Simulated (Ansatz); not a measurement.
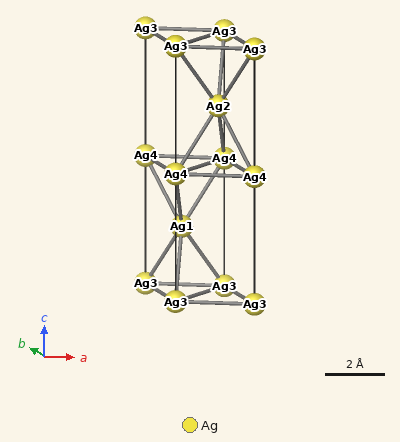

**Figure 1.** The structure as given in the input (ball-and-stick view of the cell of the calculation, seen slightly off an axis; atoms are numbered from 1 in the order of the input). Near neighbours in the crystal (not all of them lie inside the picture): Ag has 12 Ag at 2.74 to 2.76 Å.

## What a change does: single-point calculation on Ag

System: Ag (P6₃/mmc, 4 atoms in the cell).
Method of the first run: DFT, PBEsol, plane waves (420 eV) with PAW, scalar-relativistic, no spin polarisation (Ansatz 0.2.0).

Text and figures count atoms from 1; the logs count them from 0 in places.

### Input file, the first run
```yaml
crystal:
  lattice:
    - [2.7354015695, 0.0, 0.0]
    - [-1.3677007848, 2.3689272488, 0.0]
    - [0.0, 0.0, 9.0454183249]
  atoms:
    - { symbol: Ag, position: [0.3333333333, 0.6666666667, 0.25] }
    - { symbol: Ag, position: [0.6666666667, 0.3333333333, 0.75] }
    - { symbol: Ag, position: [0.0, 1.0, 1.0] }
    - { symbol: Ag, position: [0.0, 1.0, 0.5] }
hamiltonian:
  xc: pbesol
  pseudopotentials:
    kind: paw
    azcp:
      Ag: "pseudopotentials/Ag.paw.azcp"
basis:
  ecutwfc: 420
  fft_grid_basis: typed
kpoints:
  mp_grid: { grid: [17, 17, 5], shift: [0, 0, 0] }
magnetization:
  spin_polarized: false
scf:
  occupations: { method: fermi_dirac, width: 0.1 }
output:
  stress: true
  write_density: true
  write_potential: true
  elf: true
  volumetric_format: npy
```

Hardware: 2 threads of an Arm (aarch64) CPU, shared host.

### Output, shortened to warnings, some set-up lines, iterations and results (the first run)
```
Warning: [file] the record states the generating functional pbe (its physics header spells it `PBE`), which answers neither for hamiltonian.xc's functional nor for the pbesol family's — results may be inconsistent (PPs are generated against a specific XC)
Basis set: ecut = 420 eV, 1165 PW (Γ)
Symmetry: 24 space group operations
k-points: 99 of 1445
Initial density: superposition of atomic densities (neutral atoms: chi_scale 0, normalization atom), corrected by the library's trained network
[...]
SCF iter   1: F=—  HF=-30088.538549 eV  |F-HF|=—  |Δ(HF+E_count)|=         —  Δρ=1.12e-2  dr2=6.46e-2  ethr=1.77e-3  ⟨swp⟩=5.5  Hψ=14610  notcnv=0  defer=115
SCF iter   2: F=—  HF=-30088.521010 eV  |F-HF|=—  |Δ(HF+E_count)|=   1.75e-2  Δρ=3.26e-3  dr2=5.40e-3  ethr=8.51e-5  ⟨swp⟩=2.8  Hψ=8400  notcnv=0  defer=141
SCF iter   3: F=—  HF=-30088.519443 eV  |F-HF|=—  |Δ(HF+E_count)|=   1.57e-3  Δρ=1.15e-3  dr2=3.55e-4  ethr=7.11e-6  ⟨swp⟩=2.0  Hψ=5856  notcnv=0  defer=141
SCF iter   4: F=—  HF=-30088.519416 eV  |F-HF|=—  |Δ(HF+E_count)|=   2.71e-5  Δρ=1.45e-4  dr2=5.51e-6  ethr=4.67e-7  ⟨swp⟩=2.4  Hψ=7872  notcnv=0  defer=141
SCF iter   5: F=—  HF=-30088.519427 eV  |F-HF|=—  |Δ(HF+E_count)|=   1.11e-5  Δρ=3.43e-5  dr2=6.56e-7  ethr=7.25e-9  ⟨swp⟩=2.4  Hψ=8499  notcnv=0  defer=141
SCF iter   6: F=-30088.519427 eV  HF=-30088.519427 eV  |F-HF|=4.68e-8  |Δ(HF+E_count)|=   5.82e-8  Δρ=1.41e-5  dr2=9.42e-8  ethr=1.32e-10  ⟨swp⟩=11.9  Hψ=28313  notcnv=0
SCF 1 converged in 6 iterations: F = -30088.519427 eV  dr2 = 9.42e-8
SCF converged after 6 iterations
Free energy (F): -30088.519427 eV
Harris-Foulkes:  -30088.519427 eV  (|F-HF|=4.68e-8)
Internal energy: -30088.490496 eV  (E = F + TS)
E sigma→0 (E₀):  -30088.504961 eV
Entropy (-TS):   -0.028930 eV (-7.233 meV/atom)
Fermi energy:    21.029505 eV
--- Per-component energies (eV) ---
  E_band       = -699.992911
  E_kinetic    = 2119.891360
  E_local      = -7818.929365  (includes V_loc(G=0)·N_el)
  E_nonlocal   = 327.889969
  E_hartree    = 3629.407360
  E_xc         = -740.798547
  E_vxc        = -945.647217  (∫ρ·V_xc dr)
  E_paw        = -15336.676247  (= ΣΔE_a)
  E_vpaw       = -1642.036415  (= ΣTr[D̂ρ^β])
  E_aug_tail   = 0.001113  (compensation charges beyond the density's cutoff)
  E_ewald      = -12270.567097
  E_core_change = 1.290956  (= ΣΔE_core)
  E_smearing   = -0.028930  (= −TS)
  E_closure    = 0.000000  (closes the sum)
  Σ components = -30088.519427   (vs F -30088.519427, Δ=0.00e0)
--- Stress (GPa, compression-positive) ---
       22.352554       0.000000       0.000000
        0.000000      22.352554       0.000000
        0.000000       0.000000      21.108123
  P = ⅓ Tr σ = 21.9377 GPa (219.377 kbar)
```

The input of the second run differs as follows (lines with − go, lines with + come):
```diff
-    - [2.7354015695, 0.0, 0.0]
-    - [-1.3677007848, 2.3689272488, 0.0]
-    - [0.0, 0.0, 9.0454183249]
+    - [2.8920423445, 0.0, 0.0]
+    - [-1.4460211723, 2.5045821392, 0.0]
+    - [0.0, 0.0, 9.5633976053]
```

How does the second run compare with the first run?

With the same functional and potentials, the second run lies 110.8 meV per atom lower. The pressure goes from 21.94 to −4.08 GPa. The volume per atom goes from 14.65 to 17.32 Å³. The SCF takes 7 iterations against 6. The plane waves at Γ go from 1165 to 1363.

### Output, shortened to warnings, some set-up lines, iterations and results (the second run)
```
Warning: [file] the record states the generating functional pbe (its physics header spells it `PBE`), which answers neither for hamiltonian.xc's functional nor for the pbesol family's — results may be inconsistent (PPs are generated against a specific XC)
Basis set: ecut = 420 eV, 1363 PW (Γ)
Symmetry: 24 space group operations
k-points: 99 of 1445
Initial density: superposition of atomic densities (neutral atoms: chi_scale 0, normalization atom), corrected by the library's trained network
[...]
SCF iter   1: F=—  HF=-30088.980809 eV  |F-HF|=—  |Δ(HF+E_count)|=         —  Δρ=1.01e-2  dr2=6.64e-2  ethr=1.77e-3  ⟨swp⟩=5.4  Hψ=14410  notcnv=0  defer=119
SCF iter   2: F=—  HF=-30088.963895 eV  |F-HF|=—  |Δ(HF+E_count)|=   1.69e-2  Δρ=2.67e-3  dr2=4.62e-3  ethr=8.74e-5  ⟨swp⟩=2.8  Hψ=8378  notcnv=0  defer=126
SCF iter   3: F=—  HF=-30088.962613 eV  |F-HF|=—  |Δ(HF+E_count)|=   1.28e-3  Δρ=1.08e-3  dr2=4.41e-4  ethr=6.09e-6  ⟨swp⟩=2.1  Hψ=5591  notcnv=0  defer=126
SCF iter   4: F=—  HF=-30088.962557 eV  |F-HF|=—  |Δ(HF+E_count)|=   5.56e-5  Δρ=1.67e-4  dr2=9.85e-6  ethr=5.80e-7  ⟨swp⟩=3.0  Hψ=9231  notcnv=0  defer=126
SCF iter   5: F=—  HF=-30088.962554 eV  |F-HF|=—  |Δ(HF+E_count)|=   3.09e-6  Δρ=3.88e-5  dr2=1.19e-6  ethr=1.30e-8  ⟨swp⟩=2.6  Hψ=8392  notcnv=0  defer=126
SCF iter   6: F=—  HF=-30088.962554 eV  |F-HF|=—  |Δ(HF+E_count)|=   1.11e-7  Δρ=1.64e-5  dr2=1.48e-7  ethr=1.56e-9  ⟨swp⟩=2.1  Hψ=6470  notcnv=0  defer=126
SCF iter   7: F=-30088.962554 eV  HF=-30088.962554 eV  |F-HF|=7.35e-9  |Δ(HF+E_count)|=   3.07e-8  Δρ=4.21e-6  dr2=1.54e-8  ethr=1.32e-10  ⟨swp⟩=11.3  Hψ=26689  notcnv=0
SCF 1 converged in 7 iterations: F = -30088.962554 eV  dr2 = 1.54e-8
SCF converged after 7 iterations
Free energy (F): -30088.962554 eV
Harris-Foulkes:  -30088.962554 eV  (|F-HF|=7.35e-9)
Internal energy: -30088.926579 eV  (E = F + TS)
E sigma→0 (E₀):  -30088.944566 eV
Entropy (-TS):   -0.035975 eV (-8.994 meV/atom)
Fermi energy:    16.875066 eV
--- Per-component energies (eV) ---
  E_band       = -969.953863
  E_kinetic    = 2107.608106
  E_local      = -8873.418310  (includes V_loc(G=0)·N_el)
  E_nonlocal   = 330.307013
  E_hartree    = 4023.322277
  E_xc         = -733.953877
  E_vxc        = -936.423496  (∫ρ·V_xc dr)
  E_paw        = -15338.123727  (= ΣΔE_a)
  E_vpaw       = -1644.665625  (= ΣTr[D̂ρ^β])
  E_aug_tail   = 0.001234  (compensation charges beyond the density's cutoff)
  E_ewald      = -11605.960251
  E_core_change = 1.290956  (= ΣΔE_core)
  E_smearing   = -0.035975  (= −TS)
  E_closure    = -0.000000  (closes the sum)
  Σ components = -30088.962554   (vs F -30088.962554, Δ=0.00e0)
--- Stress (GPa, compression-positive) ---
       -3.949027       0.000000       0.000000
       -0.000000      -3.949027      -0.000000
        0.000000      -0.000000      -4.334135
  P = ⅓ Tr σ = -4.0774 GPa (-40.774 kbar)
```

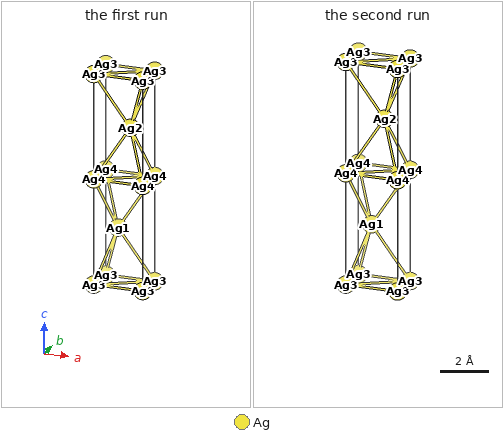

**Figure 2.** The two input geometries at one scale (ball-and-stick view of the cell of the calculation, seen slightly off an axis). The atoms keep their places relative to the cell (all moves are under 0.005 Å). The volume changes by +18.2 %, with a = b 2.735 → 2.892 Å (+5.7 %), c 9.045 → 9.563 Å (+5.7 %). Among the contacts that change: Ag1–Ag3 2.758 → 2.916 Å, Ag1–Ag1 2.735 → 2.892 Å.

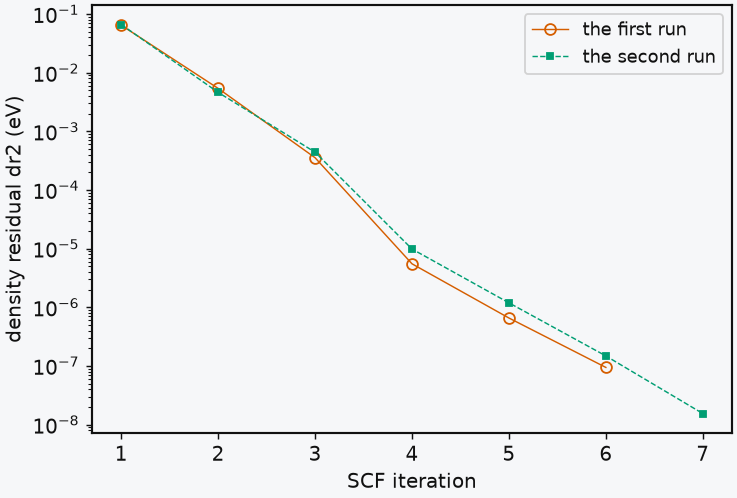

**Figure 3.** Convergence of the two runs: density residual dr2 against the SCF iteration. The first run takes 6 iterations in all, and the second run takes 7.

### The two runs side by side

| quantity | the first run | the second run |
| --- | --- | --- |
| outcome | converged | converged |
| free energy per atom (eV) | −7522.1299 | −7522.2406 |
| energy per atom, smearing taken to zero (eV) | −7522.1262 | −7522.2361 |
| pressure (GPa) | 21.94 | −4.08 |
| volume per atom (Å³) | 14.65 | 17.32 |
| SCF iterations | 6 | 7 |
| irreducible k-points | 99 | 99 |
| plane waves at Γ | 1165 | 1363 |
| wall time (shared host) | 7.1 s | 9 s |

For both runs: Warnings: the PAW datasets were made with another functional. For the first run: The cell is under a pressure of 22 GPa at this level, so it is not at its equilibrium volume.
